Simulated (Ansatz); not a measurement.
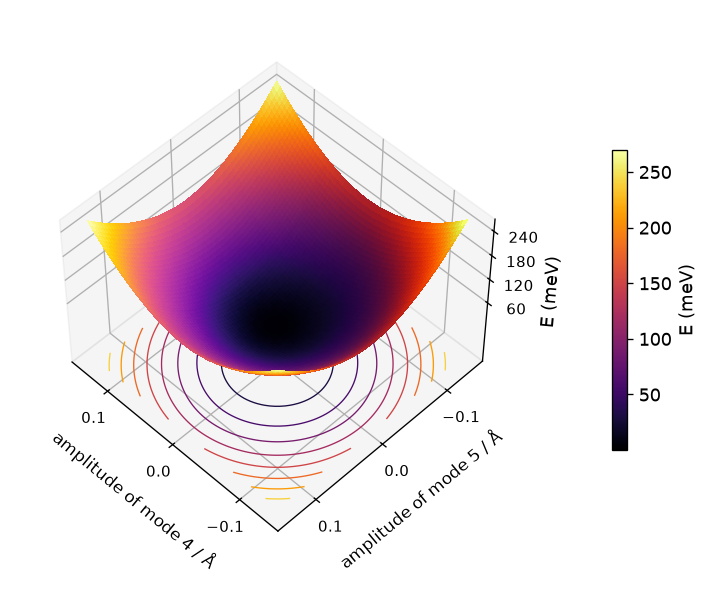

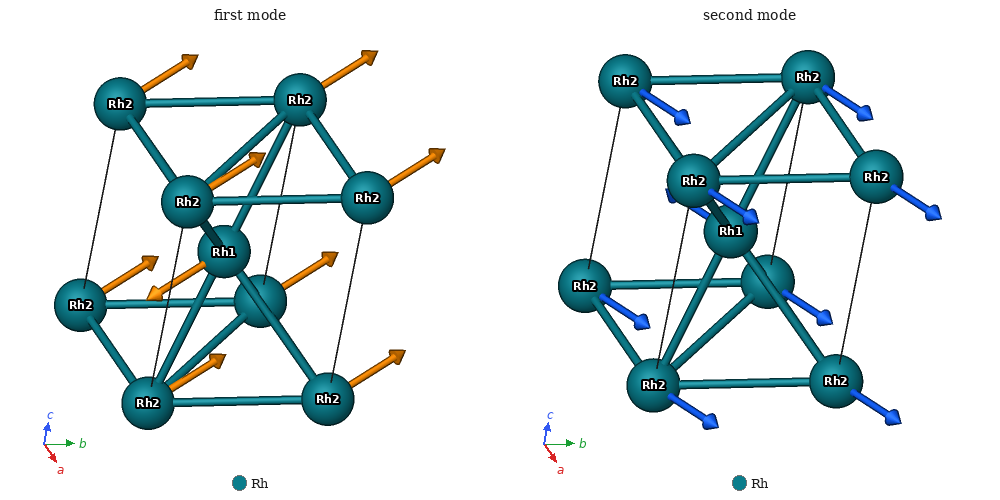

Energy landscape of Rh (Fm-3m, No. 225; 2 atoms in the cell). The energy is mapped over two normal modes frozen in (zone-centre modes of the 2-atom cell of this scan, which folds in the wave vector (0, 0, 1/2) of the primitive cell). First axis: amplitude of mode 4 (146 cm⁻¹), largest displacement. Second axis: amplitude of mode 5 (146 cm⁻¹), largest displacement. Nothing is relaxed (the cell and all other modes fixed). The scan uses a 5 × 5 grid; 13 points were computed and 12 follow by symmetry. Points are written as (first, second). Energies: meV per cell, counted from the lowest grid point. Computed with DFT LDA, scalar-relativistic, plane waves, PAW (Ansatz 0.2.0). Settings: cutoff 420 eV, k-mesh 21×21×20 in the order of the run's cell vectors, gaussian smearing 0.15 eV, no spin polarisation.

The picture shows a relief with its contours projected below. Between grid points the surface is interpolated. The second picture is the structure at the lowest point

Question: Where are the wells?

Answer: The lowest grid point is at (0.000 Å, 0.000 Å). It is the only kind of minimum in the scanned range. The highest grid point, (−0.136 Å, 0.136 Å), lies 270 meV above the lowest.

The values on the grid:

```
second ↓, first →  −0.136  −0.068  0.000  0.068  0.136
            0.136     270     178    144    178    268
            0.068     178      74     37     74    178
            0.000     144      37      0     37    144
           −0.068     178      74     37     74    178
           −0.136     268     178    144    178    270
```

Each point was launched as `ansatz run input.yaml --threads 2 --pin off --max-ram 4096MiB --backend cpu --events-out ev --progress --plain --runs-dir out`. Time for the 13 points that were run: 16 min on 2 threads of Arm Neoverse V1, with other jobs on the host.

PAW datasets: the set soft_1.
